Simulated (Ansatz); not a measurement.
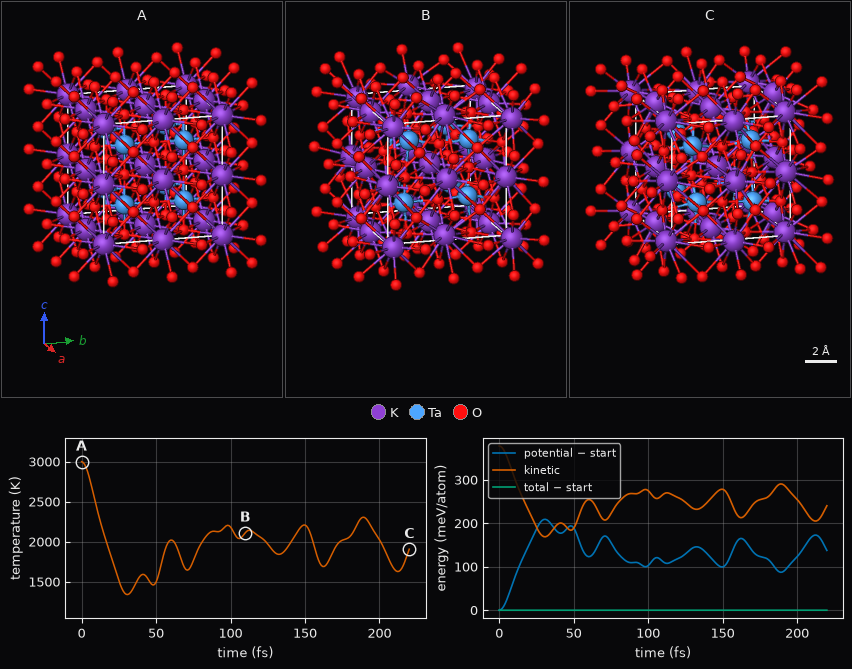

First-principles dynamics of a 40-atom cell of KTaO$_{3}$ (set up in Pm-3m), 220 fs long. Frames (A at 0 fs, B at 110 fs, C at 220 fs) and the history of the run. A ball-and-stick model of the simulation cell, seen slightly off an axis. Bonds to atoms that aren't drawn are left out.

These are results of DFT r2SCAN, scalar-relativistic, plane waves, PAW in Ansatz 0.2.0, not measurements. Run with plane-wave cutoff 500 eV; k-point mesh 1 × 1 × 1; Fermi-Dirac smearing 0.05 eV; low-accuracy preset; constant energy (NVE); velocities drawn for 3000 K; time step 1 fs.

Q: Describe the run.

A: In the second half of the run the atoms are, in the root-mean-square, this far from where they began (common drift taken out): K 0.36 Å, O 0.35 Å, Ta 0.26 Å. Against the typical shortest distance between atoms in the first frame, about 2.0 Å these are wide excursions, but the first-neighbour bonds of the start all hold: the network flexes, or its layers or units shift against each other, without breaking. Over the second half the temperature averages 1980 K (spread ±178 K). The first frame carries almost no forces, so kinetic energy first flows into potential energy: the temperature drops from 3000 to 1341 K within 31 fs, and without a thermostat its mean stays below the start. The potential energy in the second half lies on average 129 meV per atom above the first frame.

Limits of the set-up: the program's low-accuracy preset was used.
